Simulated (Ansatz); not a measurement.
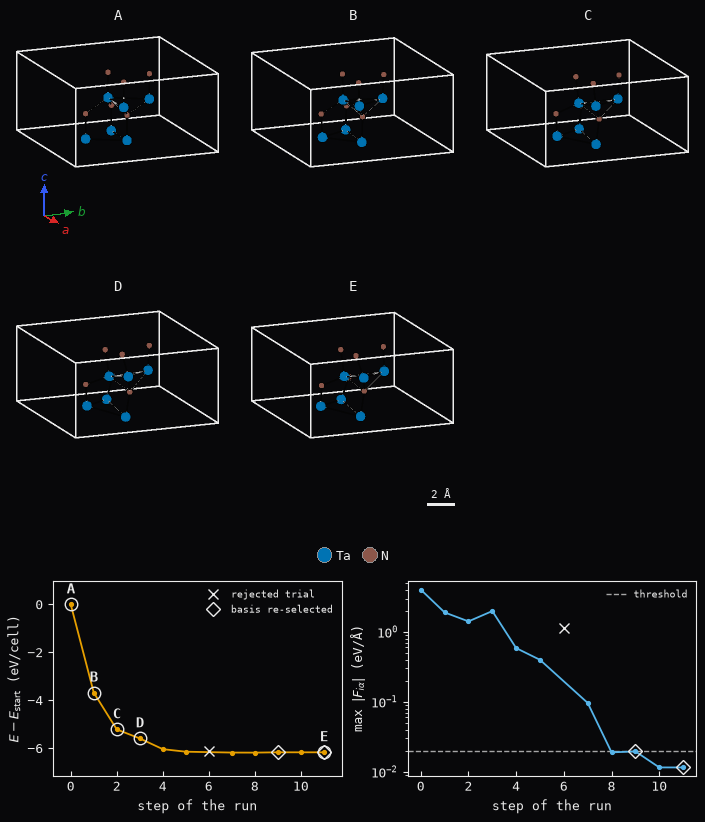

Frames of a relaxation of a wire of composition TaN, marked on the history of the run. A ball-and-stick model of the cell of the calculation, with the vacuum cut short, seen slightly off an axis.

Case: wire along [0 0 1], 12 atoms a period.

These are results of Ansatz 0.2.0, DFT PBE, scalar-relativistic, plane waves, PAW, not measurements. Settings: plane-wave cutoff 420 eV; k-point mesh 1 × 1 × 9; occupations gaussian; smearing width 0.05 eV; collinear spin; cell relaxed at fixed a, b, alpha, beta, gamma; force threshold 0.02 eV/Å; at most 45 steps.

Q: Describe the path.

A: Over 8 accepted moves (11 points after the start) the energy falls by 6.169 eV per cell of the calculation. The largest force component goes from 4 to 0.012 eV/Å. The line search rejected the trial step at point 6 of the run. The SCF was repeated twice at an unchanged geometry on a basis and grid sized afresh for the cell, which shifted the energy by 13.5 meV per cell of the calculation at most. The largest moves relative to the centre of the atoms, 0.45 Å, are those of Ta atoms. Largest moves by element: Ta 0.45 Å, N 0.31 Å. Along the periodic axis the drawn cell goes c 6.105 → 5.740 Å (−6.0 %). Among the contacts that change: Ta–Ta 3.554 → 2.893 Å, Ta–Ta 3.152 → 2.510 Å, Ta–Ta 3.554 → 3.258 Å, N–Ta 2.114 → 1.962 Å. Among the angles between lasting bonds that change: Ta–N–Ta 96.4° → 72.4°, Ta–N–Ta 120.6° → 98.4°, N–Ta–N 96.4° → 118.4°. The program noted that the starting moments weren't kept. From step 0 to 1: Ta atoms move most (0.19 Å), energy −3.680 eV per cell of the calculation. From step 1 to 2: N atoms move most (0.19 Å), energy −1.535 eV per cell of the calculation. From step 2 to 3: Ta atoms move most (0.20 Å), energy −0.375 eV per cell of the calculation. From step 3 to 11: N atoms move most (0.12 Å), energy −0.579 eV per cell of the calculation.

```tsv
step	E − E(0), meV/atom	largest force component, eV/Å	note
0	0.00	4.0171	
1	-306.64	1.8977	
2	-434.60	1.4129	
3	-465.86	1.9842	
4	-503.22	0.5864	
5	-512.00	0.3982	
6	-507.85	1.1509	rejected
7	-515.01	0.0964	
8	-515.20	0.0189	
9	-514.08	0.0196	same geometry, new basis
10	-514.15	0.0115	
11	-514.10	0.0115	same geometry, new basis
```
